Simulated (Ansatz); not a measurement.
## ZnS: single-point calculation

- system: ZnS (slab, 16 atoms in the cell)
- method: DFT PBE+D3(BJ), scalar-relativistic, plane waves, PAW, no spin polarisation (Ansatz 0.2.0)

The structure derives from an entry of the Crystallography Open Database. It belongs to a series of runs on one base structure; here: the slab at its places in the relaxed adsorbed structure. Figures and captions count atoms from 1; the log counts them from 0 in places.

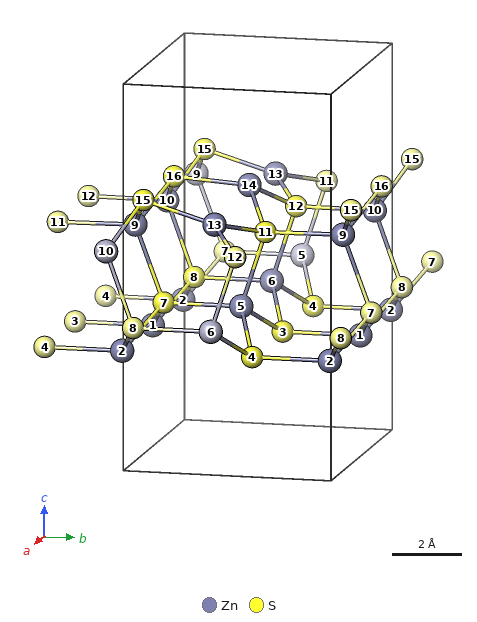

Fig. 1: The structure as given in the input (ball-and-stick view of the cell of the calculation, with the vacuum cut short, seen slightly off an axis; neighbours outside the cell are drawn fainter; atoms are numbered from 1 in the order of the input). An atom can appear more than once, as a periodic image. Near neighbours in the periodic cell (some may lie outside the picture): Zn has 3 S at 2.22 to 2.33 Å; S has 3 Zn at 2.22 to 2.33 Å; Zn has 4 S at 2.31 to 2.44 Å; S has 4 Zn at 2.26 to 2.44 Å.

**Input**
```yaml
crystal:
  lattice:
    - [7.5878855749, 0.0, 0.0]
    - [0.0, 6.2354893644, 0.0]
    - [0.0, 0.0, 22.3808677793]
  atoms:
    - { symbol: Zn, position: [0.5, 0.9943873706, 0.3574481597] }
    - { symbol: Zn, position: [0.0, 0.9943873706, 0.3574481597] }
    - { symbol: S, position: [0.5, 0.6206126294, 0.3574481597] }
    - { symbol: S, position: [0.0, 0.6206126294, 0.3574481597] }
    - { symbol: Zn, position: [0.75, 0.4943873706, 0.4063835698] }
    - { symbol: Zn, position: [0.25, 0.4943873706, 0.4063835698] }
    - { symbol: S, position: [0.75, 0.1206126294, 0.4063835698] }
    - { symbol: S, position: [0.25, 0.1206126294, 0.4063835698] }
    - { symbol: Zn, position: [0.7532697823, 0.9855985525, 0.5085711719] }
    - { symbol: Zn, position: [0.2467110488, 0.9894904192, 0.5065565459] }
    - { symbol: S, position: [0.7469711586, 0.6101667132, 0.5066996219] }
    - { symbol: S, position: [0.2510882468, 0.6121828913, 0.50746212] }
    - { symbol: Zn, position: [-0.001309458, 0.4387439926, 0.5313195366] }
    - { symbol: Zn, position: [0.4991637885, 0.4598697059, 0.5504032954] }
    - { symbol: S, position: [0.00114121, 0.0972027034, 0.5596373382] }
    - { symbol: S, position: [0.4990690025, 0.0967072108, 0.5571153862] }
basis:
  ecutwfc: 420
kpoints:
  mp_grid: { grid: [2, 3, 1] }
hamiltonian:
  xc: pbe
  dispersion: d3bj
scf:
  occupations: { method: gaussian, width: 0.05 }
output:
  forces: true
  eigenvalues: true
  write_density: true
  volumetric_format: npy
efield:
  axis: 3
  dipole_correction: true
  ramp_width: 0.04
```

Launch command:
```bash
ansatz run input.yaml --threads 4 --pin off --max-ram 10240MiB --backend cpu --events-out ev --progress --plain --runs-dir out
```

**Log**
```
Engine: ansatz 0.2.0, aarch64-unknown-linux-gnu
Pseudopotentials: kind: paw
Pseudopotential: Zn, paw, valence charge 12, recommended cutoff 420 eV (normal), Zn.paw.azcp
Pseudopotential: S, paw, valence charge 6, recommended cutoff 420 eV (normal), S.paw.azcp
Functional definition: PBE
  parameter kappa = 0.804
  parameter beta = 0.06672455060314922
  exchange = pbe_x(kappa = kappa, mu = beta*pi^2/3)
  correlation = pbe_c(beta = beta)
Crystal: 16 atoms, lattice volume = 1058.932 Å³
Basis set: ecut = 420 eV, 20791 PW (Γ), exchange–correlation on 108×90×300 points (8 copies of the dense FFT grid, shifted against one another)
Bands: 88, of which v1, the nominal top of the filled ones, is band 72 counted from 1 (71 counted from 0)
Symmetry: 1 space group operations
Space group: P1 (ITA 1), of the structure as read, at distance tolerance 1.0e-4 Å
k-points: 4 of 6 (time reversal used)
Non-local potential: Zn, projectors of the file, l = 0: 2, l = 1: 2, l = 2: 3, l = 3: 1
Non-local potential: S, projectors of the file, l = 0: 2, l = 1: 2, l = 2: 2
PAW form: soft (Blöchl's): semilocal exchange-correlation on the pseudo side does not see the compensation charge
PAW one-centre angular grid: Zn, 590 points (default); XC on 64 Gauss nodes
PAW one-centre angular grid: S, 110 points (default); XC on 64 Gauss nodes
Initial density: superposition of atomic densities (neutral atoms: chi_scale 0, normalization atom), corrected by the library's trained network
Initial wavefunctions: pseudopotential atomic-orbital guess
Functional: x = pbe(κ = 0.804, μ = 0.2195149727645171), c = pbe(β = 0.06672455060314922)
SCF iter   1: F=—  HF=-33781.772212 eV  |F-HF|=—  |Δ(HF+E_count)|=         —  Δρ=6.93e-4  dr2=8.53e-3  ethr=1.77e-3  p=-0.070 e·Å  D=-1.20e-2 V/Å  ΔV_dip=0.27 eV  dr2_dipole=7.43e-4  V_vac-E_F(+/−)=4.68/4.41 eV  ⟨swp⟩=9.8  Hψ=1784  notcnv=0  defer=13
efield: sawtooth ramp at fractional position 0.9385 (placed from the atoms, in the widest stretch of the axis that holds none; the zero of the levels goes with the place), width 0.0400; the density the first Hamiltonian is built on has a dipole p = -0.070 e·Å; the dipole correction subtracts the counter field D = -1.20e-2 V/Å, which shifts the + side's vacuum level by +0.27 eV against the − side's; the planar-averaged density in the ramp window peaks in size at 1.8e-6 e/Å³
preconditioner: auto → Resta (q_TF=auto, 1.956 Å⁻¹)  ε∞=2.9  [insulator: Δε(μ)=1.561 eV  Ē_g=10.012 eV  σ=0.050 eV  W_gap=1.00  n_scr=122 (ndim 8)  ℏωp=13.7 eV  f_vac=0.659  D(μ)=0.00/eV (n_scr^D=0)  ε∞_Penn≈2.9  vacuum switching on, ρ_ref=7.3e-3 e/Å³]
SCF iter   2: F=—  HF=-33781.776318 eV  |F-HF|=—  |Δ(HF+E_count)|=   4.11e-3  Δρ=3.63e-4  dr2=1.80e-3  ethr=5.92e-6  p=-0.087 e·Å  D=-1.49e-2 V/Å  ΔV_dip=0.33 eV  dr2_dipole=1.10e-6  V_vac-E_F(+/−)=4.73/4.39 eV  ⟨swp⟩=2.8  Hψ=734  notcnv=0  defer=35
SCF iter   3: F=—  HF=-33781.776498 eV  |F-HF|=—  |Δ(HF+E_count)|=   1.79e-4  Δρ=1.88e-4  dr2=3.96e-4  ethr=1.25e-6  p=-0.088 e·Å  D=-1.51e-2 V/Å  ΔV_dip=0.34 eV  dr2_dipole=1.58e-5  V_vac-E_F(+/−)=4.72/4.39 eV  ⟨swp⟩=2.0  Hψ=582  notcnv=0  defer=35
SCF iter   4: F=—  HF=-33781.776686 eV  |F-HF|=—  |Δ(HF+E_count)|=   1.88e-4  Δρ=7.83e-5  dr2=6.39e-5  ethr=2.75e-7  p=-0.092 e·Å  D=-1.56e-2 V/Å  ΔV_dip=0.35 eV  dr2_dipole=1.90e-6  V_vac-E_F(+/−)=4.73/4.38 eV  ⟨swp⟩=2.0  Hψ=600  notcnv=0  defer=35
SCF iter   5: F=—  HF=-33781.776677 eV  |F-HF|=—  |Δ(HF+E_count)|=   8.65e-6  Δρ=3.04e-5  dr2=1.04e-5  ethr=4.44e-8  p=-0.093 e·Å  D=-1.59e-2 V/Å  ΔV_dip=0.35 eV  dr2_dipole=1.61e-7  V_vac-E_F(+/−)=4.73/4.38 eV  ⟨swp⟩=2.0  Hψ=582  notcnv=0  defer=35
SCF iter   6: F=—  HF=-33781.776682 eV  |F-HF|=—  |Δ(HF+E_count)|=   5.29e-6  Δρ=1.09e-5  dr2=1.74e-6  ethr=7.23e-9  p=-0.093 e·Å  D=-1.58e-2 V/Å  ΔV_dip=0.35 eV  dr2_dipole=7.53e-8  V_vac-E_F(+/−)=4.73/4.38 eV  ⟨swp⟩=2.0  Hψ=570  notcnv=0  defer=35
SCF iter   7: F=—  HF=-33781.776683 eV  |F-HF|=—  |Δ(HF+E_count)|=   1.25e-6  Δρ=5.52e-6  dr2=2.66e-7  ethr=1.20e-9  p=-0.093 e·Å  D=-1.59e-2 V/Å  ΔV_dip=0.36 eV  dr2_dipole=1.37e-10  V_vac-E_F(+/−)=4.73/4.38 eV  ⟨swp⟩=2.0  Hψ=601  notcnv=0  defer=35
SCF iter   8: F=-33781.776684 eV  HF=-33781.776684 eV  |F-HF|=4.93e-9  |Δ(HF+E_count)|=   1.51e-7  Δρ=2.39e-6  dr2=5.88e-8  ethr=6.94e-11  p=-0.093 e·Å  D=-1.59e-2 V/Å  ΔV_dip=0.36 eV  dr2_dipole=2.25e-9  V_vac-E_F(+/−)=4.73/4.38 eV  ⟨swp⟩=19.0  Hψ=1884  notcnv=0
SCF 1 converged in 8 iterations: F = -33781.776684 eV  dr2 = 5.88e-8
  greatest PAW one-centre occupation: 0.985 electrons in one spin orbital (limit 2), on the Zn atom at site 0 (counted from 0), in its partial waves of l = 2
```

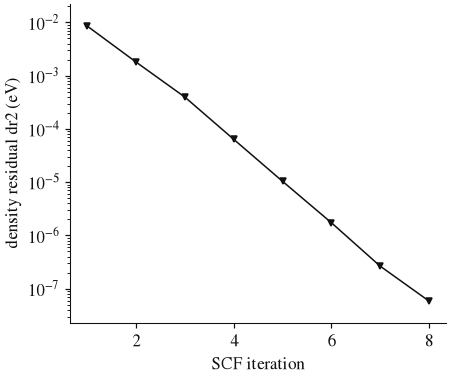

Fig. 2: Convergence of the self-consistent field: density residual dr2 against the SCF iteration. The residual falls at every step.

```
SCF converged after 8 iterations
Free energy (F): -33781.776684 eV
Harris-Foulkes:  -33781.776684 eV  (|F-HF|=4.93e-9)
Internal energy: -33781.776684 eV  (E = F + TS)
E sigma→0 (E₀):  -33781.776684 eV
Fermi energy:    -1.192730 eV
Dipole field:    D = -0.015871 V/Å  (p = -0.092875 e·Å, saw-weighted, corrected)
Work function:   Φ+ = 4.7311 eV   Φ− = 4.3759 eV
Levels:          The Fermi level and band energies are counted from a zero that moves with the ramp; work functions are not
--- Per-component energies (eV) ---
  E_band       = -1091.373740
  E_kinetic    = 1899.056026
  E_local      = -94895.300760  (includes V_loc(G=0)·N_el)
  E_nonlocal   = 5142.478856
  E_hartree    = 45545.363569
  E_xc         = -1870.113668
  E_vxc        = -1109.074650  (∫ρ·V_xc dr)
  E_paw        = -19428.151734  (= ΣΔE_a)
  E_vpaw       = -3219.027629  (= ΣTr[D̂ρ^β])
  E_aug_tail   = -0.002909  (compensation charges beyond the density's cutoff)
  E_efield     = 0.000737  (sawtooth field / dipole correction)
  E_vefield    = -0.206147  (∫n·V_field dr)
  E_ewald      = 29828.351587
  E_disp       = -3.458387  (pairwise vdW)
  E_smearing   = -0.000000  (= −TS)
  E_closure    = -0.000000  (closes the sum)
  Σ components = -33781.776684   (vs F -33781.776684, Δ=0.00e0)
--- Forces (eV/Å), atoms counted from 1 ---
  atom   1  Zn     0.02864454    -0.95825893     1.21705230
  atom   2  Zn    -0.02923217    -0.90340437     1.21834902
  atom   3  S     -0.01330134     0.27431606    -0.36589179
  atom   4  S      0.00646658     0.23512417    -0.26074443
  atom   5  Zn    -0.12044296     0.48428470    -0.40033728
  atom   6  Zn     0.11879334     0.53324802    -0.31343729
  atom   7  S      0.03809397     0.09306078    -0.57548714
  atom   8  S     -0.03518123     0.14582777    -0.68038451
  atom   9  Zn    -0.05928850     0.19894632     0.07774489
  atom  10  Zn     0.06660911     0.08509735     0.21845237
  atom  11  S     -0.18159140     0.14252234     0.34513951
  atom  12  S      0.17534482     0.09251256     0.24238954
  atom  13  Zn     0.04040722    -0.12637755     0.11731007
  atom  14  Zn    -0.01909736    -0.53766955    -0.90525168
  atom  15  S     -0.03316499     0.03645295    -0.10252174
  atom  16  S      0.01694118     0.20435558     0.16758840
  max |Σ_I F_I| component: 3.82e-5 eV/Å
--- Band table (eV) ---
  k-point 0: bands = ["-15.1233", "-14.6791", "-14.5803", "-14.2767", "-13.8604", "-13.6022", "-13.5224", "-13.3095", "-8.7173", "-8.7026", "-8.6719", "-8.6324", "-8.6080", "-8.5781", "-8.5349", "-8.5242", "-8.5012", "-8.4757", "-8.4494", "-8.4326", "-8.4144", "-8.4003", "-8.3940", "-8.3817", "-8.3710", "-8.3435", "-8.3381", "-8.3270", "-8.1393", "-8.0944", "-8.0830", "-8.0505", "-8.0335", "-8.0271", "-8.0019", "-7.9625", "-7.9228", "-7.9188", "-7.8810", "-7.8550", "-7.8410", "-7.8376", "-7.7534", "-7.7256", "-7.7051", "-7.6975", "-7.6820", "-7.6200", "-7.1486", "-6.5968", "-6.5741", "-6.4245", "-6.3796", "-5.7501", "-5.5163", "-5.4117", "-4.9735", "-4.8244", "-4.4498", "-4.2895", "-4.0682", "-3.8987", "-3.4263", "-3.3806", "-3.2545", "-3.1772", "-2.9657", "-2.7904", "-2.6783", "-2.4203", "-2.3532", "-1.9866", "-0.3988", "0.3595", "0.5031", "1.5727", "1.7896", "1.9685", "2.2489", "2.4220", "2.5784", "2.8235", "2.9130", "3.2420", "3.3009", "3.5901", "3.6808", "3.8771"]
  k-point 1: bands = ["-14.9682", "-14.7137", "-14.5042", "-14.3458", "-13.9407", "-13.6223", "-13.5816", "-13.2953", "-8.7206", "-8.7066", "-8.7005", "-8.6704", "-8.6313", "-8.5774", "-8.5738", "-8.5694", "-8.5363", "-8.5194", "-8.4771", "-8.4271", "-8.4070", "-8.3972", "-8.3813", "-8.3743", "-8.3662", "-8.3479", "-8.3401", "-8.3272", "-8.1642", "-8.1527", "-8.1347", "-8.0755", "-8.0537", "-8.0446", "-8.0339", "-8.0000", "-7.9876", "-7.9687", "-7.9507", "-7.8820", "-7.8608", "-7.8583", "-7.7742", "-7.7584", "-7.7461", "-7.7420", "-7.7022", "-7.6418", "-6.8204", "-6.7736", "-6.6286", "-6.3307", "-6.3156", "-6.0349", "-5.4931", "-4.5361", "-4.5136", "-4.3170", "-4.0348", "-3.9825", "-3.7891", "-3.7353", "-3.6725", "-3.4599", "-3.3130", "-3.2521", "-3.1365", "-2.8541", "-2.6694", "-2.6194", "-2.5048", "-2.2631", "0.1597", "0.2744", "0.6754", "1.5309", "1.7103", "1.8069", "1.9131", "2.4543", "2.4773", "2.6250", "2.8986", "3.2871", "3.4125", "3.5322", "3.5958", "3.7582"]
  k-point 2: bands = ["-14.8961", "-14.8714", "-14.4901", "-14.4721", "-13.7849", "-13.6504", "-13.4527", "-13.3903", "-8.7132", "-8.6864", "-8.6825", "-8.6767", "-8.5559", "-8.5407", "-8.5267", "-8.5110", "-8.5046", "-8.5008", "-8.4776", "-8.4406", "-8.4291", "-8.4279", "-8.3960", "-8.3802", "-8.3750", "-8.3686", "-8.3601", "-8.3521", "-8.1411", "-8.1246", "-8.0815", "-8.0638", "-8.0388", "-8.0144", "-7.9785", "-7.9729", "-7.9133", "-7.9052", "-7.9009", "-7.8873", "-7.8305", "-7.8246", "-7.8082", "-7.7978", "-7.6534", "-7.6506", "-7.6104", "-7.6064", "-6.8357", "-6.7797", "-6.4342", "-6.3349", "-5.5583", "-5.3959", "-5.3597", "-5.3281", "-5.0499", "-4.9033", "-4.8716", "-4.8480", "-4.0267", "-4.0192", "-3.5342", "-3.4915", "-3.4205", "-3.3620", "-3.0516", "-3.0037", "-2.9905", "-2.8636", "-2.4995", "-2.3877", "0.2189", "0.2464", "0.7301", "1.7644", "2.2027", "2.7184", "2.7688", "2.8134", "3.0278", "3.1338", "3.1960", "3.2444", "3.6975", "3.6996", "3.9659", "4.0110"]
  k-point 3: bands = ["-14.7677", "-14.7489", "-14.5406", "-14.5228", "-13.8383", "-13.6908", "-13.4955", "-13.4320", "-8.7104", "-8.6983", "-8.6812", "-8.6752", "-8.6133", "-8.5839", "-8.5651", "-8.5512", "-8.5261", "-8.5122", "-8.4855", "-8.4450", "-8.4432", "-8.4398", "-8.4195", "-8.4091", "-8.3804", "-8.3697", "-8.3503", "-8.3424", "-8.1702", "-8.1661", "-8.1230", "-8.1139", "-8.0773", "-8.0655", "-8.0048", "-7.9974", "-7.9653", "-7.9520", "-7.9137", "-7.9028", "-7.8730", "-7.8714", "-7.8051", "-7.7991", "-7.7825", "-7.7791", "-7.6932", "-7.6854", "-6.4207", "-6.3647", "-6.1474", "-6.1060", "-5.8170", "-5.7575", "-5.3701", "-5.2288", "-4.5399", "-4.5197", "-4.4370", "-4.4326", "-4.0405", "-4.0264", "-3.7365", "-3.7331", "-3.2640", "-3.2178", "-3.1214", "-3.1100", "-2.9990", "-2.8011", "-2.5896", "-2.4999", "0.3467", "0.3574", "0.8309", "1.9295", "2.0731", "2.3504", "2.5179", "2.6199", "3.0381", "3.2471", "3.4892", "3.5714", "3.6912", "3.7205", "3.9698", "4.0162"]
```

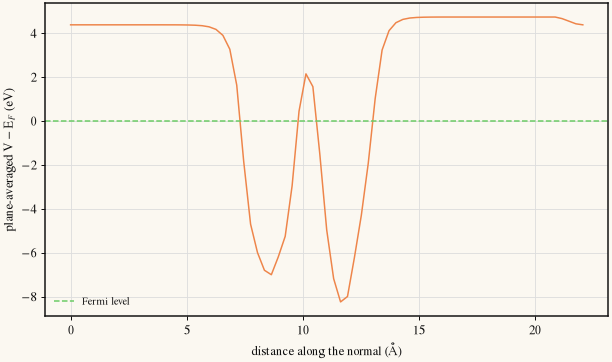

Fig. 3: Plane average of the electrostatic potential energy of an electron across the cell, from the Fermi level. The vacuum level lies 4.73 eV above the Fermi level on the upper side and 4.38 eV on the lower.

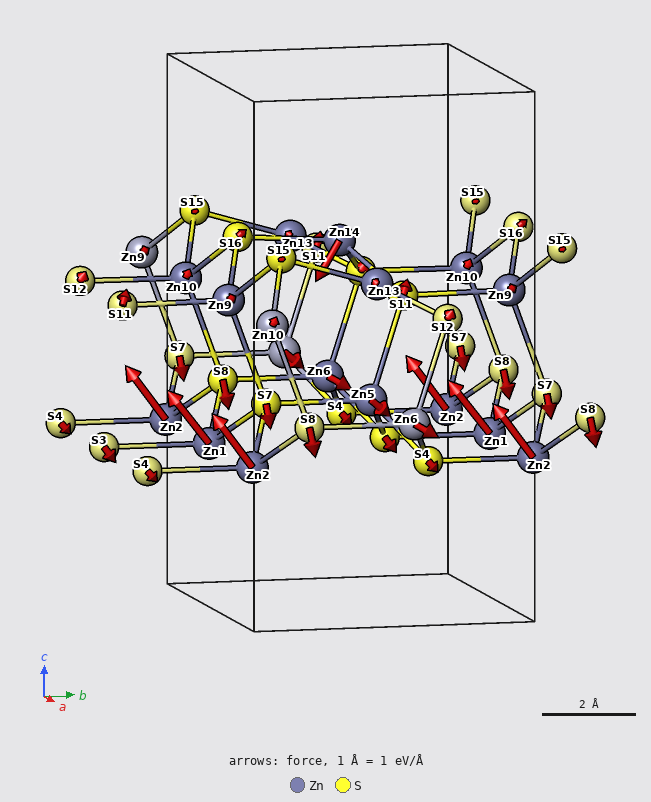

Fig. 4: Forces on the atoms as red arrows (ball-and-stick view of the cell of the calculation, with the vacuum cut short, seen slightly off an axis; neighbours outside the cell are drawn fainter; atoms are numbered from 1 in the order of the input). The largest act on Zn1 (1.55 eV/Å); Zn2 (1.52 eV/Å); Zn14 (1.05 eV/Å); S8 (0.70 eV/Å), among others. The geometry is not a stationary point of this energy.

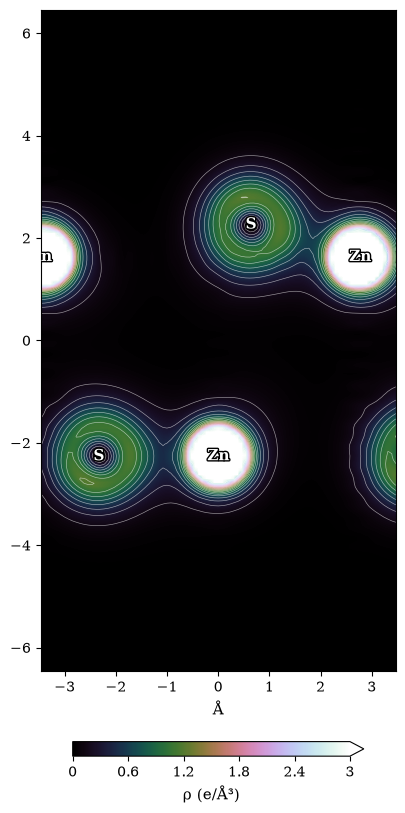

Fig. 5: Valence electron density on the (100) plane of the calculation cell, a cut from vacuum to vacuum. Zn–S (2.22 Å): ρ is about 0.64 e/Å³ halfway. Zn–S (2.33 Å): ρ at the midpoint is about 0.5 e/Å³. The density dies away to nearly zero in the vacuum. The fields are those of the smooth PAW valence density.

**Key numbers**

| quantity | value |
| --- | --- |
| outcome | converged |
| electrons treated | 144 |
| free energy | −33781.7767 eV |
| work function, top face | 4.73 eV |
| work function, bottom face | 4.38 eV |
| Fermi energy | −1.193 eV |
| gap on the k-point mesh | 1.59 eV |
| work function (upper face) | 4.73 eV |
| largest force (length of the vector) | 1.549 eV/Å |
| hardware | 4 threads of Arm Neoverse V1, 24 GiB of memory available, shared host |
| wall time | 17 s (CPU time 52 s) |
| peak memory | 1.7 GiB |
